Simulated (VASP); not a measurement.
# GaP: exact exchange and RPA correlation, part 6 of 6

Wanted: where the RPA puts the energy minimum of GaP. The scan starts from a database cell, scaled to the smallest volume of the series. The cell is of the zinc-blende type, one of the forms listed for this formula. The start is a cell from a database of measured crystal structures.

VASP 6.6.1, plane waves and PAW; the level of theory is named at each step.

So far. Step 30 (Orbitals, volume ratio 1.06): The run ends at a pressure of -2.40 GPa. Step 31 (Exact exchange, volume ratio 1.06): The Hartree-Fock energy on these orbitals is -8.0803 eV an atom.

## Step 32: Empty bands, volume ratio 1.06

This step: PBE; plane waves and PAW (Ga_d_GW, P_GW) (VASP 6.6.1).

The empty bands are made again, for the run that follows.

File INCAR:

```
SYSTEM = GaP
PREC = Accurate
ENCUT = 550
ISMEAR = 0
SIGMA = 0.05
LREAL = .FALSE.
GGA = PE
NBANDS = 1272
ALGO = Exact
NELM = 1
LWAVE = .TRUE.
LCHARG = .FALSE.
LOPTICS = .TRUE.
NEDOS = 1000
CSHIFT = 0.1
```

File POSCAR:

```
GaP
1.0
    0.0000000000      2.7786998443      2.7786998443
    2.7786998443      0.0000000000      2.7786998443
    2.7786998443      2.7786998443      0.0000000000
Ga P
1 1
Direct
    0.0000000000      0.0000000000      0.0000000000
    0.7500000000      0.7500000000      0.7500000000
```

File KPOINTS:

```
Automatic mesh
0
Gamma
6 6 6
0 0 0
```

The projector-augmented-wave data sets are Ga_d_GW and P_GW (PBE family, release 64).

The run is started by

```console
> mpirun -np 8 vasp_std
```

What it wrote:

```text
[banner, memory and clock lines left out]
running    8 mpi-ranks, on    1 nodes
[...]
[... a notice as in an earlier step ...]

 LDA part: xc-table for (Slater+PW92), standard interpolation
 found WAVECAR, reading the header
  number of bands has changed, file:    15 present:  1272
  trying to continue reading WAVECAR, but it might fail
 POSCAR, INCAR and KPOINTS ok, starting setup
[...]
reading WAVECAR
 random initialization beyond band           15
 the WAVECAR file was read successfully
 initial charge from wavefunction
 entering main loop
       N       E                     dE             d eps       ncg     rms          rms(c)
DIA:   1    -0.908647355382E+01   -0.90865E+01    0.00000E+00     0   0.000E+00
   1 F= -.90864736E+01 E0= -.90864736E+01  d E =-.519810E-66
 writing wavefunctions
 optical routines
 imaginary and real dielectric function
 recalculating local potential from charge density
 direction            1
 direction            2
 direction            3
```

Run time: 19 s. Hardware: 8 MPI ranks of Intel Xeon 6975P-C (Granite Rapids), shared host; peak memory 2.1 GiB; 2.4 min of CPU time.

OUTCAR, selected parts (step 32):

```text
  Total       -0.6414365     -0.6414365     -0.6414365      0.0000000     -0.0000000      0.0000000
  in kB      -23.9502126    -23.9502126    -23.9502126      0.0000000     -0.0000000      0.0000000
  external PRESSURE =     -23.9502126 kB  Pullay stress =       0.0000000 kB

 POSITION                                       TOTAL-FORCE (eV/Angst)
 -----------------------------------------------------------------------------------
      0.00000      0.00000      0.00000        -0.000000     -0.000000      0.000000
      4.16805      4.16805      4.16805         0.000000      0.000000     -0.000000
 -----------------------------------------------------------------------------------
    total drift:                                0.000003      0.000003      0.000003

  FREE ENERGIE OF THE ION-ELECTRON SYSTEM (eV)
  ---------------------------------------------------
  free  energy   TOTEN  =        -9.0864735538 eV

  energy  without entropy=       -9.0864735538  energy(sigma->0) =       -9.08647355

[... 1 part as in an earlier step ...]

[... 2 further parts left out ...]
[key lines of the parts left out:]
E-fermi :   4.4072
```

WAVECAR now holds 1272 bands for 18 electrons.

## Step 33: RPA correlation, volume ratio 1.06

This step: RPA correlation on PBE orbitals; plane waves and PAW (Ga_d_GW, P_GW) (VASP 6.6.1).

RPA correlation at this point.

File INCAR:

```
SYSTEM = GaP
PREC = Accurate
ENCUT = 550
ISMEAR = 0
SIGMA = 0.05
LREAL = .FALSE.
GGA = PE
NBANDS = 1272
ALGO = ACFDT
ENCUTGW = 200
NOMEGA = 12
PRECFOCK = Fast
LWAVE = .FALSE.
LCHARG = .FALSE.
```

POSCAR is that of step 32.

KPOINTS is that of step 32.

The run is started by

```console
> mpirun -np 8 vasp_std
```

What it wrote:

```text
[banner, memory and clock lines left out]
running    8 mpi-ranks, on    1 nodes
[...]
[... a notice as in an earlier step ...]

 LDA part: xc-table for (Slater+PW92), standard interpolation
 found WAVECAR, reading the header
 POSCAR, INCAR and KPOINTS ok, starting setup
[...]
reading WAVECAR
 the WAVECAR file was read successfully
 initial charge from wavefunction
 available memory per node:     47.04 GB, setting MAXMEM to     48164

 The Fermi energy was updated, please check that it is located mid-gap
 values below the HOMO (VB) or above the LUMO (CB) will cause erroneous energies
 E-fermi :   4.4774

 the WAVEDER file was read successfully
 set NWRITE>2 for more details about minimax calculation
 number of imaginary grid points requested:      12
 number of distinct grids requested:  1
 quadrature errors minimized for energies in [ 0.134E+01, 0.554E+03 ]
 bosonic grid (T=0, re) determined with error: 0.1258E-06
 bosonic grid (re): 0.1258E-06
[...]
NQ=  10    0.3333    0.3333    0.0000,
|.........|.........|.........|.........
 performed     293560000 updates of chi_q(r,r)
 total number of BLAS operations     182201.27 Gflops
NQ=  11    0.5000    0.3333    0.0000,
|.........|.........|.........|.........
 performed     322916000 updates of chi_q(r,r)
 total number of BLAS operations     199576.34 Gflops
NQ=  12   -0.3333    0.3333    0.0000,
|.........|.........|.........|.........
 performed     352272000 updates of chi_q(r,r)
 total number of BLAS operations     216444.14 Gflops
NQ=  13    0.5000    0.5000    0.0000,
|.........|.........|.........|.........
 performed     381628000 updates of chi_q(r,r)
 total number of BLAS operations     235653.85 Gflops
NQ=  14    0.5000    0.3333    0.1667,
|.........|.........|.........|.........
 performed     410984000 updates of chi_q(r,r)
 total number of BLAS operations     253285.38 Gflops
NQ=  15   -0.3333    0.3333    0.1667,
|.........|.........|.........|.........
 performed     440340000 updates of chi_q(r,r)
 total number of BLAS operations     270916.90 Gflops
NQ=  16   -0.3333    0.5000    0.1667,
|.........|.........|.........|.........
 performed     469696000 updates of chi_q(r,r)
 total number of BLAS operations     287533.88 Gflops
 entering main loop
```

Elapsed: 21 min, on 8 MPI ranks; peak memory 8.1 GiB; 2.8 h of CPU time.

Parts of OUTCAR (step 33):

```text
      cutoff energy     smooth cutoff   RPA   correlation   Hartree contr. to MP2
---------------------------------------------------------------------------------
            200.000           160.000      -17.2821246081      -27.9316316737
            190.476           152.381      -17.1229021979      -27.6767462783
            181.406           145.125      -16.9530216072      -27.4054938041
            172.768           138.214      -16.7725902622      -27.1185695139
            164.541           131.632      -16.5829262227      -26.8186146563
            156.705           125.364      -16.3841776055      -26.5065661884
            149.243           119.394      -16.1777614411      -26.1851367055
            142.136           113.709      -15.9640167768      -25.8555758254
  linear regression

[... 2 parts as in an earlier step ...]

[... 2 further parts left out ...]
[key lines of the parts left out:]
E-fermi :   4.4774
```

Extrapolated by the program to an infinite response cutoff, the correlation energy is -9.6216 eV an atom, +14 meV against the point before. With exact exchange the total is -17.7019 eV an atom.

## Step 34: Comparison: r2SCAN, volume ratio 1.06

This step: r2SCAN; plane waves and PAW (Ga_d_GW, P_GW) (VASP 6.6.1).

The comparison at this point.

File INCAR:

```
SYSTEM = GaP
PREC = Accurate
ENCUT = 550
EDIFF = 1E-06
NELM = 100
ISMEAR = 0
SIGMA = 0.05
LREAL = .FALSE.
ALGO = Normal
METAGGA = R2SCAN
LASPH = .TRUE.
NBANDS = 15
LWAVE = .FALSE.
LCHARG = .FALSE.
KPAR = 8
```

POSCAR is that of step 33.

KPOINTS is that of step 33.

The run is started by

```console
> mpirun -np 8 vasp_std
```

What it wrote:

```text
[... set-up lines as in an earlier step ...]
 entering main loop
       N       E                     dE             d eps       ncg     rms          rms(c)
DAV:   1     0.124107813146E+03    0.12411E+03   -0.10806E+04   496   0.164E+03
DAV:   2    -0.120081949121E+02   -0.13612E+03   -0.13116E+03   529   0.380E+02
DAV:   3    -0.235367898086E+02   -0.11529E+02   -0.11293E+02   676   0.137E+02
DAV:   4    -0.240212758012E+02   -0.48449E+00   -0.48436E+00   683   0.309E+01
[...]
DAV:  12    -0.214271373992E+02    0.21676E-04   -0.91972E-05   690   0.263E-01    0.297E-03
DAV:  13    -0.214271387081E+02   -0.13089E-05   -0.11792E-06   450   0.254E-02    0.190E-03
DAV:  14    -0.214271396331E+02   -0.92501E-06   -0.61706E-07   331   0.212E-02
   1 F= -.21427140E+02 E0= -.21427140E+02  d E =-.287751E-12
```

Run time: 13 s. Hardware: 8 MPI ranks; peak memory 1.4 GiB; 1.7 min of CPU time.

OUTCAR, selected parts (step 34):

```text
  Total       -1.2068087     -1.2068087     -1.2068087      0.0000000      0.0000000     -0.0000000
  in kB      -45.0603023    -45.0603023    -45.0603023      0.0000000      0.0000000     -0.0000000
  external PRESSURE =     -45.0603023 kB  Pullay stress =       0.0000000 kB

 POSITION                                       TOTAL-FORCE (eV/Angst)
 -----------------------------------------------------------------------------------
      0.00000      0.00000      0.00000        -0.000000     -0.000000     -0.000000
      4.16805      4.16805      4.16805         0.000000      0.000000      0.000000
 -----------------------------------------------------------------------------------
    total drift:                               -0.000143     -0.000143     -0.000144

  FREE ENERGIE OF THE ION-ELECTRON SYSTEM (eV)
  ---------------------------------------------------
  free  energy   TOTEN  =       -21.4271396331 eV

  energy  without entropy=      -21.4271396331  energy(sigma->0) =      -21.42713963

[... 2 parts as in an earlier step ...]

[... 1 further part left out ...]
[key lines of the parts left out:]
E-fermi :   3.8394
```

Its energy is -10.7136 eV an atom, on a zero of its own.

## Step 35: Orbitals for comparison: HSE06, volume ratio 1.06

This step: PBE; plane waves and PAW (Ga_d_GW, P_GW) (VASP 6.6.1).

Starting orbitals, as before.

File INCAR:

```
SYSTEM = GaP
PREC = Accurate
ENCUT = 550
EDIFF = 1E-05
NELM = 100
ISMEAR = 0
SIGMA = 0.05
LREAL = .FALSE.
ALGO = Normal
GGA = PE
NBANDS = 15
LORBIT = 11
LWAVE = .TRUE.
LCHARG = .FALSE.
KPAR = 8
```

POSCAR is that of step 34.

KPOINTS is that of step 34.

The run is started by

```console
> mpirun -np 8 vasp_std
```

What it wrote:

```text
[... set-up lines as in an earlier step ...]
 entering main loop
       N       E                     dE             d eps       ncg     rms          rms(c)
[... 10 cycles as in an earlier step ...]
DAV:  11    -0.908647283216E+01   -0.11282E-04   -0.17716E-05   612   0.342E-02    0.276E-03
DAV:  12    -0.908647353066E+01   -0.69850E-06   -0.16192E-06   401   0.111E-02
   1 F= -.90864735E+01 E0= -.90864735E+01  d E =-.907907E-17
 writing wavefunctions
```

The job ended after 3.6 s (8 MPI ranks; peak memory 1.4 GiB; 22 s of CPU time).

OUTCAR, selected parts (step 35):

```text
  Total       -0.6354578     -0.6354578     -0.6354578      0.0000000      0.0000000      0.0000000
  in kB      -23.7269764    -23.7269764    -23.7269764      0.0000000      0.0000000      0.0000000
  external PRESSURE =     -23.7269764 kB  Pullay stress =       0.0000000 kB

  FREE ENERGIE OF THE ION-ELECTRON SYSTEM (eV)
  ---------------------------------------------------
  free  energy   TOTEN  =        -9.0864735307 eV

  energy  without entropy=       -9.0864735307  energy(sigma->0) =       -9.08647353

[... 3 parts as in an earlier step ...]

[... 1 further part left out ...]
[key lines of the parts left out:]
E-fermi :   4.0857
```

The run ends at a pressure of -2.37 GPa.

## Step 36: Comparison: HSE06, volume ratio 1.06

This step: HSE06; plane waves and PAW (Ga_d_GW, P_GW) (VASP 6.6.1).

The comparison at this point.

File INCAR:

```
SYSTEM = GaP
PREC = Accurate
ENCUT = 550
EDIFF = 1E-06
NELM = 100
ISMEAR = 0
SIGMA = 0.05
LREAL = .FALSE.
ALGO = Normal
LHFCALC = .TRUE.
AEXX = 0.25
GGA = PE
HFSCREEN = 0.2
LASPH = .TRUE.
NBANDS = 15
PRECFOCK = Fast
LWAVE = .FALSE.
LCHARG = .FALSE.
KPAR = 8
```

POSCAR is that of step 35.

KPOINTS is that of step 35.

The WAVECAR or CHGCAR of an earlier step is read.

The run is started by

```console
> mpirun -np 8 vasp_std
```

What it wrote:

```text
[... set-up lines as in an earlier step ...]
 entering main loop
       N       E                     dE             d eps       ncg     rms          rms(c)
DAV:   1    -0.107669056549E+02   -0.10767E+02   -0.56926E-01   755   0.195E+01    0.607E-01
DAV:   2    -0.107571804340E+02    0.97252E-02   -0.75391E-02   761   0.653E+00    0.305E-01
DAV:   3    -0.107565145954E+02    0.66584E-03   -0.59722E-03   690   0.180E+00    0.149E-01
DAV:   4    -0.107562840705E+02    0.23052E-03   -0.39694E-04   680   0.251E-01    0.784E-02
[...]
DAV:   8    -0.107561872278E+02    0.35494E-05   -0.11684E-06   412   0.990E-03    0.994E-03
DAV:   9    -0.107561859740E+02    0.12538E-05   -0.71611E-07   290   0.693E-03    0.595E-03
DAV:  10    -0.107561855611E+02    0.41283E-06   -0.35404E-07   282   0.657E-03
   1 F= -.10756186E+02 E0= -.10756186E+02  d E =-.196347E-14
```

Wall time 2.3 min (8 MPI ranks); peak memory 2.2 GiB; 18 min of CPU time.

Parts of OUTCAR (step 36):

```text
 POSITION                                       TOTAL-FORCE (eV/Angst)
 -----------------------------------------------------------------------------------
      0.00000      0.00000      0.00000         0.000000      0.000000      0.000000
      4.16805      4.16805      4.16805        -0.000000     -0.000000     -0.000000
 -----------------------------------------------------------------------------------
    total drift:                               -0.000031     -0.000021     -0.000020

  FREE ENERGIE OF THE ION-ELECTRON SYSTEM (eV)
  ---------------------------------------------------
  free  energy   TOTEN  =       -10.7561855611 eV

  energy  without entropy=      -10.7561855611  energy(sigma->0) =      -10.75618556

[... 2 parts as in an earlier step ...]

[... 1 further part left out ...]
[key lines of the parts left out:]
E-fermi :   3.6192
```

Its energy is -5.3781 eV an atom, on a zero of its own.

## Step 37: Summary

This step: exact exchange and RPA correlation on PBE orbitals, beside r2SCAN, beside HSE06; plane waves and PAW (VASP 6.6.1).

No new run; the numbers come from the runs before.

This step gave:

* equilibrium volume, EXX+RPA: 20.03 Å³/atom
* bulk modulus: 91.98 GPa

The energy above the lowest point by volume; values in meV/atom:

```csv
volume (Å³/atom),PBE,EXX,EXX+RPA,r2SCAN,HSE06
19.026,47.8,68.2,15.3,24.2,28.2
19.633,20.6,30.9,1.60,6.09,8.00
20.240,5.35,8.92,0,0,0
20.848,0,0,8.00,3.98,2.17
21.455,3.35,2.59,24.7,16.6,13.3
```

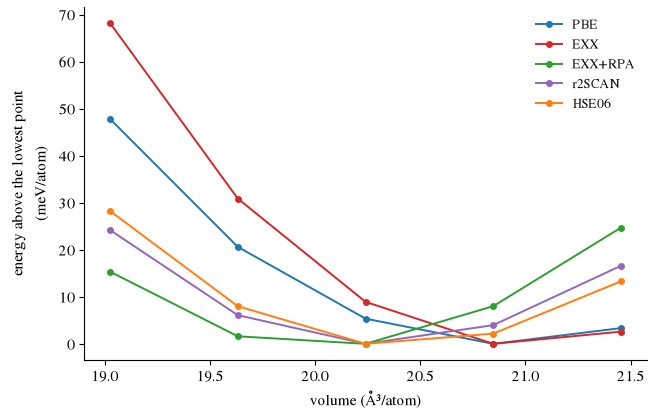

Energy above the lowest point against volume.

Cost is wall time times ranks on a shared host; the EXX and RPA rows hold the orbitals run too, the hybrid row not its starting run, and runs of a few seconds are mostly start-up. Fits of the equation of state:

```csv
level,V0 (Å³/atom),B0 (GPa),fit error (meV/atom),minimum inside the series,cost a point (core minutes)
PBE,20.9,76.66,0.02913,yes,0.52
EXX,21,100.1,0.027,yes,8.74
EXX+RPA,20.03,91.98,0.07142,yes,192.6
r2SCAN,20.29,88.02,0.0125,yes,1.49
HSE06,20.4,87.72,0.03197,yes,17.44
```

## Step 38: What came out

```
PBE     : V0 20.90 Å³/atom, B0 76.7 GPa
EXX     : V0 21.00 Å³/atom, B0 100 GPa
EXX+RPA : V0 20.03 Å³/atom, B0 92.0 GPa
r2SCAN  : V0 20.29 Å³/atom, B0 88.0 GPa
HSE06   : V0 20.40 Å³/atom, B0 87.7 GPa
```

What this shows: Exact exchange with RPA correlation puts the minimum at 20.03 Å³ an atom, with a bulk modulus of 92.0 GPa. PBE puts the volume 4.3 % above EXX+RPA, at roughly 1/370 of its cost. r2SCAN puts the volume 1.3 % above EXX+RPA, at roughly 1/129 of its cost. HSE06 puts the volume 1.8 % above EXX+RPA, at roughly 1/11 of its cost. Correlation shrinks the exact-exchange volume by 4.6 %. Exact exchange and correlation are taken on one coarse mesh and aren't self-consistent; the correlation energy is extrapolated in the response cutoff by the program, which at the first volume adds -998 meV an atom to the value at the highest cutoff and varies with the volume; a small fit error says nothing about that part. NBANDS follows the largest plane-wave count of any k point, which rises in steps with the volume. The cheaper functionals share the mesh, and the fits are third-order Birch-Murnaghan curves. Not tabulated here, as repeats of values shown or as unfit to read for their mesh, reference level or band range: eps2 curves (empty bands); eps1 curves and static values (empty bands); gaps (empty bands).

[Lines on the potential files, build, host, timing and source positions are cut from VASP's logs without a mark.]

[Logs are printed without paths, hosts, clocks, repeated set-up lines and the standing remarks that a program may print on its own settings, such as how far it seeks lower states.]

[Hosts, paths, dates, database ids (printed as entryN), source tags and the programs' standing remarks are cut or masked in the printed files.]

[Pressures printed for these runs are not shown converged in the cutoff: they can be off by several GPa and have the wrong sign.]
